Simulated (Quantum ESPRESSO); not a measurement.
Relaxation of cell and atoms, with input and output: Ti (part 2 of 3)

Ti (2 atoms in the cell); Kohn-Sham DFT of a periodic cell, PBEsol with D3(BJ), PseudoDojo 0.4.1 SR PBE standard, no spin polarisation (Quantum ESPRESSO 7.5); cutoff 1142.88 eV, 10×10×6 k-mesh, fermi-dirac of 0.05 eV. The structure derives from an entry of the Crystallography Open Database.

Geometry of the input (Å; fractional positions):
```
2.9500  0.0000  0.0000
-1.4750  2.5548  0.0000
0.0000  0.0000  4.6800
Ti 0.6667  0.3333  0.7500
Ti 0.3333  0.6667  0.2500
```

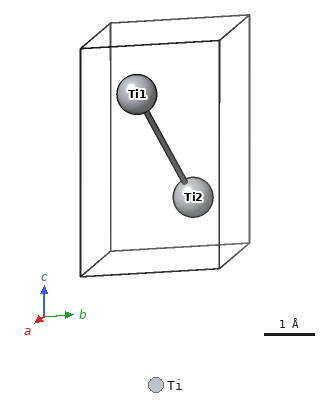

*The structure as given in the input (ball-and-stick view of the cell of the calculation, seen slightly off an axis; atoms are numbered from 1 in the order of the input). An atom can appear more than once, as a periodic image.*

### What the program printed, continued
```
   -43.5655 -43.5158 -20.1390 -20.0169 -19.9418 -19.7798 -19.7248 -19.6408
    10.1485  11.1201  11.6162  12.3540  13.7878  13.8577  14.0873  16.0942
    16.1661  16.3310  16.5656

          k = 0.0000 0.4619 0.2101 (  3092 PWs)   bands (ev):

   -43.5550 -43.5263 -20.1712 -20.0916 -19.8384 -19.7507 -19.7192 -19.6705
    10.2415  10.8650  11.9646  12.4396  13.7813  14.1841  14.2244  15.4895
    16.2462  16.2756  16.4715

          k = 0.0000 0.4619-0.3152 (  3094 PWs)   bands (ev):

   -43.5406 -43.5406 -20.1526 -20.1526 -19.7571 -19.7571 -19.7107 -19.7107
    10.5014  10.5014  12.3295  12.3295  14.0022  14.0022  14.7869  14.7869
    16.3576  16.3576  16.6756

          k = 0.0000-0.5774 0.0000 (  3086 PWs)   bands (ev):

   -43.5553 -43.5127 -20.1244 -20.0059 -19.9925 -19.8029 -19.7723 -19.6372
    10.7318  10.9471  11.2521  12.4291  13.5653  13.6852  14.2426  16.4242
    16.6359  16.6530  17.4218

          k = 0.0000-0.5774 0.1051 (  3098 PWs)   bands (ev):

   -43.5524 -43.5156 -20.1655 -20.0500 -19.9280 -19.7919 -19.7501 -19.6485
    10.5138  10.9644  11.6882  12.1556  13.7137  14.0972  14.1185  16.2687
    16.5014  16.6408  17.1372

          k = 0.0000-0.5774 0.2101 (  3092 PWs)   bands (ev):

   -43.5446 -43.5233 -20.2001 -20.1291 -19.8299 -19.7619 -19.7315 -19.6791
    10.4064  10.8340  12.0349  12.2562  13.9783  14.1435  14.6082  15.5853
    16.5146  16.6070  16.6324

          k = 0.0000-0.5774-0.3152 (  3088 PWs)   bands (ev):

   -43.5340 -43.5340 -20.1872 -20.1872 -19.7574 -19.7574 -19.7206 -19.7206
    10.5497  10.5497  12.2759  12.2759  14.3536  14.3536  14.8030  14.8030
    16.5603  16.5603  16.8487

          k = 0.1000 0.1732 0.0000 (  3078 PWs)   bands (ev):

   -43.6417 -43.5275 -20.2277 -19.7751 -19.7337 -19.6649 -19.6306 -19.5913
     7.6855  10.9998  12.7337  13.0153  13.9926  14.1566  14.4568  14.5070
    14.5112  14.9170  16.3820

          k = 0.1000 0.1732 0.1051 (  3081 PWs)   bands (ev):

   -43.6341 -43.5352 -20.1951 -19.7630 -19.7512 -19.6931 -19.6241 -19.5993
     7.8945  10.8929  12.5018  13.0622  13.8584  14.0535  14.1742  14.5959
    14.8817  15.0230  16.3479

          k = 0.1000 0.1732 0.2101 (  3081 PWs)   bands (ev):

   -43.6133 -43.5562 -20.1051 -19.8474 -19.7306 -19.6877 -19.6388 -19.6205
     8.4910  10.3173  12.4247  13.1631  13.4212  13.8902  14.0960  14.3991
    15.3497  15.4956  16.1790

          k = 0.1000 0.1732-0.3152 (  3086 PWs)   bands (ev):

   -43.5849 -43.5849 -19.9789 -19.9789 -19.6917 -19.6917 -19.6455 -19.6455
     9.3734   9.3734  12.7795  12.7795  13.5678  13.5678  14.1875  14.1875
    15.8219  15.8219  16.0898

          k = 0.1000 0.2887 0.0000 (  3089 PWs)   bands (ev):

   -43.6122 -43.5185 -20.1557 -19.8926 -19.8362 -19.7271 -19.6670 -19.6206
     8.6440  11.4813  12.0842  12.5081  13.7747  13.7886  14.2750  14.9195
    15.1732  15.5955  16.4708

          k = 0.1000 0.2887 0.1051 (  3088 PWs)   bands (ev):

   -43.6059 -43.5248 -20.1437 -19.8819 -19.8475 -19.7399 -19.6588 -19.6283
     8.8159  11.4280  11.9501  12.5821  13.5929  13.9191  14.1568  14.9480
    15.3328  15.5444  16.4229

          k = 0.1000 0.2887 0.2101 (  3099 PWs)   bands (ev):

   -43.5889 -43.5420 -20.1032 -19.9450 -19.8008 -19.7344 -19.6697 -19.6487
     9.3064  10.8516  12.1338  12.7439  13.3028  13.7383  14.2431  14.8345
    15.6352  15.7237  16.2491

          k = 0.1000 0.2887-0.3152 (  3084 PWs)   bands (ev):

   -43.5655 -43.5655 -20.0326 -20.0326 -19.7431 -19.7431 -19.6756 -19.6756
    10.0354  10.0354  12.5582  12.5582  13.3654  13.3654  14.5332  14.5332
    15.9604  15.9604  16.3306

          k = 0.1000 0.4041 0.0000 (  3095 PWs)   bands (ev):

   -43.5795 -43.5125 -20.0678 -20.0209 -19.9290 -19.7869 -19.7191 -19.6474
     9.7963  11.4734  11.5868  12.3197  13.5363  13.9395  13.9531  15.5520
    15.9521  16.4149  16.5330

          k = 0.1000 0.4041 0.1051 (  3098 PWs)   bands (ev):

   -43.5750 -43.5170 -20.1135 -19.9885 -19.9220 -19.7870 -19.7055 -19.6542
     9.8825  11.3780  11.6785  12.4008  13.4857  13.9005  14.0117  15.5135
    16.0495  16.1048  16.6316

          k = 0.1000 0.4041 0.2101 (  3097 PWs)   bands (ev):

   -43.5628 -43.5293 -20.1355 -20.0491 -19.8404 -19.7667 -19.7091 -19.6690
    10.1390  11.0113  12.0158  12.5774  13.3512  13.7273  14.2717  15.2462
    15.9476  16.2823  16.5789

          k = 0.1000 0.4041-0.3152 (  3104 PWs)   bands (ev):

   -43.5460 -43.5460 -20.1106 -20.1106 -19.7753 -19.7753 -19.6988 -19.6988
    10.5426  10.5426  12.4381  12.4381  13.4463  13.4463  14.7163  14.7163
    16.3423  16.3423  16.6710

          k = 0.1000 0.5196 0.0000 (  3098 PWs)   bands (ev):

   -43.5554 -43.5126 -20.1006 -19.9934 -19.9860 -19.8220 -19.7714 -19.6639
    10.7004  11.1919  11.3230  12.3096  13.4744  13.6889  14.2343  16.2581
    16.4202  16.5606  17.2823

          k = 0.1000 0.5196 0.1051 (  3100 PWs)   bands (ev):

   -43.5526 -43.5155 -20.1428 -20.0333 -19.9300 -19.8084 -19.7509 -19.6707
    10.5803  11.1563  11.6723  12.1870  13.5104  13.8631  14.2284  16.1234
    16.3171  16.5005  17.2025

          k = 0.1000 0.5196 0.2101 (  3099 PWs)   bands (ev):

   -43.5447 -43.5233 -20.1780 -20.1103 -19.8511 -19.7684 -19.7438 -19.6822
    10.5341  10.9957  12.0249  12.3992  13.4339  14.0228  14.4601  15.5051
    16.2456  16.6360  16.9951

          k = 0.1000 0.5196-0.3152 (  3110 PWs)   bands (ev):

   -43.5340 -43.5340 -20.1664 -20.1664 -19.7922 -19.7922 -19.7077 -19.7077
    10.7008  10.7008  12.3730  12.3730  13.7102  13.7102  14.9322  14.9322
    16.4044  16.4044  17.2856

          k = 0.2000 0.3464 0.0000 (  3094 PWs)   bands (ev):

   -43.5832 -43.5129 -20.0787 -19.9585 -19.9444 -19.7729 -19.7120 -19.6774
     9.6818  11.7030  11.8190  12.0484  13.4142  13.8741  14.0664  15.2016
    15.9284  16.4279  16.4557

          k = 0.2000 0.3464 0.1051 (  3097 PWs)   bands (ev):

   -43.5785 -43.5176 -20.1009 -19.9747 -19.8957 -19.8017 -19.6866 -19.6842
     9.8000  11.5516  11.9387  12.1306  13.3990  13.8662  13.9380  15.2068
    16.0437  16.0691  16.6633

          k = 0.2000 0.3464 0.2101 (  3104 PWs)   bands (ev):

   -43.5657 -43.5305 -20.1127 -20.0272 -19.8179 -19.8083 -19.7053 -19.6718
    10.1348  11.1516  12.2261  12.3599  13.2524  13.4855  14.1413  15.0821
    15.8974  16.3271  16.6898

          k = 0.2000 0.3464-0.3152 (  3106 PWs)   bands (ev):

   -43.5481 -43.5481 -20.0849 -20.0849 -19.7917 -19.7917 -19.6949 -19.6949
    10.6237  10.6237  12.5082  12.5082  13.1372  13.1372  14.5847  14.5847
    16.4563  16.4563  16.6742

          k = 0.2000 0.4619 0.0000 (  3093 PWs)   bands (ev):

   -43.5557 -43.5124 -20.0440 -19.9948 -19.9672 -19.8419 -19.7699 -19.7228
    10.7367  11.4549  11.6233  12.0242  13.2772  13.7319  14.2033  15.6788
    16.4129  16.4394  17.3244

          k = 0.2000 0.4619 0.1051 (  3094 PWs)   bands (ev):

   -43.5528 -43.5153 -20.0888 -20.0273 -19.9087 -19.8525 -19.7480 -19.7144
    10.7513  11.4222  11.7319  12.1559  13.2949  13.5738  14.2096  15.6576
    16.1063  16.5252  17.4234

          k = 0.2000 0.4619 0.2101 (  3101 PWs)   bands (ev):

   -43.5448 -43.5232 -20.1299 -20.0813 -19.8813 -19.8160 -19.7417 -19.6872
    10.8381  11.2614  12.0572  12.5068  13.1170  13.3027  14.3302  15.2589
    16.0084  16.6638  17.5226

          k = 0.2000 0.4619-0.3152 (  3110 PWs)   bands (ev):

   -43.5340 -43.5340 -20.1259 -20.1259 -19.8433 -19.8433 -19.6990 -19.6990
    11.0275  11.0275  12.5122  12.5122  13.0392  13.0392  14.6741  14.6741
    16.4420  16.4420  17.7419

          k = 0.2000 0.5774 0.0000 (  3084 PWs)   bands (ev):

   -43.5419 -43.5154 -20.0762 -19.9612 -19.9458 -19.8843 -19.8090 -19.7390
    11.2488  11.3696  11.4509  12.0557  13.3177  13.5107  14.3970  16.1149
    16.3975  16.4325  18.0422

          k = 0.2000 0.5774 0.1051 (  3096 PWs)   bands (ev):

   -43.5401 -43.5172 -20.1059 -20.0138 -19.9444 -19.8287 -19.7929 -19.7284
    11.0430  11.4975  11.7737  11.9905  13.2510  13.5016  14.4148  16.0478
    16.1166  16.4735  18.1094

          k = 0.2000 0.5774 0.2101 (  3101 PWs)   bands (ev):

   -43.5352 -43.5220 -20.1428 -20.0923 -19.9136 -19.8175 -19.7485 -19.6965
    10.9993  11.3979  12.1121  12.3740  12.9758  13.3854  14.5572  15.3709
    16.1638  16.4962  18.2238

          k = 0.2000 0.5774-0.3152 (  3110 PWs)   bands (ev):

   -43.5286 -43.5286 -20.1407 -20.1407 -19.8655 -19.8655 -19.6987 -19.6987
    11.1475  11.1475  12.5276  12.5276  12.9900  12.9900  14.8589  14.8589
    16.3266  16.3266  18.4659

          k = 0.3000 0.5196 0.0000 (  3104 PWs)   bands (ev):

   -43.5349 -43.5184 -20.0418 -19.9529 -19.9183 -19.9035 -19.8327 -19.7968
    11.4199  11.4806  11.7479  11.8111  13.2302  13.4321  14.4925  15.9413
    16.3461  16.3703  18.3429

          k = 0.3000 0.5196 0.1051 (  3089 PWs)   bands (ev):

   -43.5337 -43.5195 -20.0425 -20.0334 -19.9592 -19.8426 -19.7986 -19.7682
    11.4446  11.5167  11.7949  11.9399  13.2049  13.2659  14.4705  15.9232
    16.0368  16.3986  18.5244

          k = 0.3000 0.5196 0.2101 (  3092 PWs)   bands (ev):

   -43.5307 -43.5224 -20.0972 -20.0819 -19.9586 -19.8601 -19.7360 -19.7077
    11.5084  11.5596  11.9864  12.2364  12.9166  13.0824  14.4875  15.2741
    16.1024  16.4189  18.8271

          k = 0.3000 0.5196-0.3152 (  3096 PWs)   bands (ev):

   -43.5265 -43.5265 -20.1134 -20.1134 -19.9113 -19.9113 -19.6954 -19.6954
    11.5582  11.5582  12.2800  12.2800  12.8448  12.8448  14.7259  14.7259
    16.2871  16.2871  19.1895

     the Fermi energy is    13.0678 ev

!    total energy              =    -237.13397374 Ry
     estimated scf accuracy    <          3.8E-10 Ry
     smearing contrib. (-TS)   =      -0.00143528 Ry
     internal energy E=F+TS    =    -237.13253846 Ry

     The total energy is F=E-TS. E is the sum of the following terms:
     one-electron contribution =     -82.05834817 Ry
     hartree contribution      =      48.53504867 Ry
     xc contribution           =     -34.44810202 Ry
     ewald contribution        =    -169.08207799 Ry
     DFT-D3 Dispersion         =      -0.07905896 Ry

     convergence has been achieved in   9 iterations

     Forces acting on atoms (cartesian axes, Ry/au):

     atom    1 type  1   force =     0.00000000    0.00000000    0.00000000
     atom    2 type  1   force =     0.00000000   -0.00000000    0.00000000

     Total force =     0.000000     Total SCF correction =     0.000000

     Computing stress (Cartesian axis) and pressure

          total   stress  (Ry/bohr**3)                   (kbar)     P=      -99.80
  -0.00066708   0.00000000  -0.00000000          -98.13        0.00       -0.00
   0.00000000  -0.00066708   0.00000000            0.00      -98.13        0.00
   0.00000000   0.00000000  -0.00070119            0.00        0.00     -103.15

     BFGS Geometry Optimization
     Energy error            =      8.6E-03 Ry
     Gradient error          =      2.1E-28 Ry/Bohr
     Cell gradient error     =      1.0E+02 kbar

     number of scf cycles    =   1
     number of bfgs steps    =   0

     enthalpy           new  =    -237.1339737430 Ry

     new trust radius        =       0.0540897129 bohr
     new conv_thr            =       0.0000000004 Ry

     new unit-cell volume =    226.11480 a.u.^3 (    33.50676 Ang^3 )
     density =      4.74442 g/cm^3

CELL_PARAMETERS (alat=  5.57469207)
   0.983323079   0.000000000   0.000000000
  -0.491661540   0.851582767   0.000000000
  -0.000000000   0.000000000   1.558630744

ATOMIC_POSITIONS (alat)
Ti               0.4916615396        0.2838609222        1.1689730580
Ti               0.0000000000        0.5677218444        0.3896576860

     NEW-OLD atomic charge density approx. for the potential
     New effective cutoffs (rho, wfc):  347.84   86.99

     Self-consistent Calculation

     iteration #  1     ecut=    84.00 Ry     beta= 0.50
     Davidson diagonalization with overlap
     ethr =  1.00E-06,  avg # of iterations =  5.9

     total energy              =    -237.14001960 Ry
     estimated scf accuracy    <       0.00005057 Ry

[... 42 further cycles ...]
     iteration #  4     ecut=    84.00 Ry     beta= 0.50
     Davidson diagonalization with overlap
     ethr =  2.34E-06,  avg # of iterations =  2.6

     total energy              =    -237.14147265 Ry
     estimated scf accuracy    <       0.00017999 Ry

     iteration #  5     ecut=    84.00 Ry     beta= 0.50
     Davidson diagonalization with overlap
     ethr =  7.50E-07,  avg # of iterations =  2.7

     total energy              =    -237.14152838 Ry
     estimated scf accuracy    <       0.00004303 Ry

     iteration #  6     ecut=    84.00 Ry     beta= 0.50
     Davidson diagonalization with overlap
     ethr =  1.79E-07,  avg # of iterations =  2.0

     total energy              =    -237.14153541 Ry
     estimated scf accuracy    <       0.00000034 Ry

     iteration #  7     ecut=    84.00 Ry     beta= 0.50
     Davidson diagonalization with overlap
     ethr =  1.40E-09,  avg # of iterations =  4.8

     total energy              =    -237.14153580 Ry
     estimated scf accuracy    <       0.00000013 Ry

     iteration #  8     ecut=    84.00 Ry     beta= 0.50
     Davidson diagonalization with overlap
     ethr =  5.54E-10,  avg # of iterations =  2.0

     total energy              =    -237.14153582 Ry
     estimated scf accuracy    <          4.7E-09 Ry

     iteration #  9     ecut=    84.00 Ry     beta= 0.50
     Davidson diagonalization with overlap
     ethr =  1.97E-11,  avg # of iterations =  3.8

     total energy              =    -237.14153582 Ry
     estimated scf accuracy    <          2.8E-09 Ry

     iteration # 10     ecut=    84.00 Ry     beta= 0.50
     Davidson diagonalization with overlap
     ethr =  1.15E-11,  avg # of iterations =  2.5

     total energy              =    -237.14153582 Ry
     estimated scf accuracy    <          2.1E-11 Ry

     iteration # 11     ecut=    84.00 Ry     beta= 0.50
     Davidson diagonalization with overlap
     ethr =  1.00E-13,  avg # of iterations =  4.6

     total energy              =    -237.14153582 Ry
     estimated scf accuracy    <          7.0E-12 Ry

     iteration # 12     ecut=    84.00 Ry     beta= 0.50
     Davidson diagonalization with overlap
     ethr =  1.00E-13,  avg # of iterations =  1.0

     total energy              =    -237.14153582 Ry
     estimated scf accuracy    <          4.2E-12 Ry

     iteration # 13     ecut=    84.00 Ry     beta= 0.50
     Davidson diagonalization with overlap
     ethr =  1.00E-13,  avg # of iterations =  1.0

     End of self-consistent calculation

          k = 0.0000 0.0000 0.0000 (  2815 PWs)   bands (ev):

   -42.0181 -41.8243 -18.7648 -17.9356 -17.9356 -17.8346 -17.8038 -17.8038
     8.1775  11.6664  15.3916  15.3916  15.5667  15.5796  15.9677  15.9677
    16.3280  16.3280  18.0786

          k = 0.0000 0.0000 0.1087 (  2809 PWs)   bands (ev):

   -42.0053 -41.8375 -18.7052 -17.9269 -17.9269 -17.8999 -17.8127 -17.8127
     8.4299  11.5729  15.1693  15.2799  15.2799  15.4214  15.8246  15.8246
    16.6117  16.6117  18.0953

          k = 0.0000 0.0000 0.2175 (  2791 PWs)   bands (ev):

   -41.9703 -41.8734 -18.5406 -18.0760 -17.9029 -17.9029 -17.8370 -17.8370
     9.1399  11.0972  14.6406  15.0548  15.1907  15.1907  15.5280  15.5280
    17.1658  17.1658  18.0152

          k =-0.0000-0.0000-0.3262 (  2820 PWs)   bands (ev):

   -41.9220 -41.9220 -18.3111 -18.3111 -17.8700 -17.8700 -17.8700 -17.8700
    10.1464  10.1464  14.6770  14.6770  15.2791  15.2791  15.2791  15.2791
    17.6921  17.6921  17.6921

          k =-0.0000 0.1188 0.0000 (  2813 PWs)   bands (ev):

   -42.0046 -41.8191 -18.7363 -17.9935 -17.9550 -17.8638 -17.8469 -17.8110
     8.4770  11.9007  14.9329  14.9991  15.6122  15.7872  15.9334  16.1568
    16.1618  16.1635  18.1720

          k =-0.0000 0.1188 0.1087 (  2805 PWs)   bands (ev):

   -41.9924 -41.8317 -18.6818 -17.9828 -17.9454 -17.9382 -17.8427 -17.8207
     8.7210  11.8197  14.6258  14.9378  15.4551  15.5023  15.8293  15.9935
    16.5218  16.5768  18.1649

          k =-0.0000 0.1188 0.2175 (  2809 PWs)   bands (ev):

   -41.9588 -41.8661 -18.5311 -18.1053 -17.9507 -17.9192 -17.8681 -17.8472
     9.4098  11.3473  14.2599  14.9334  15.0489  15.3525  15.5836  15.6989
    17.1083  17.1760  18.0342

          k =-0.0000 0.1188-0.3262 (  2794 PWs)   bands (ev):

   -41.9126 -41.9126 -18.3211 -18.3211 -17.9090 -17.9090 -17.8833 -17.8833
    10.3953  10.3953  14.4553  14.4553  15.2491  15.2491  15.4457  15.4457
    17.6650  17.6650  17.7743

          k =-0.0000 0.2377 0.0000 (  2812 PWs)   bands (ev):
```
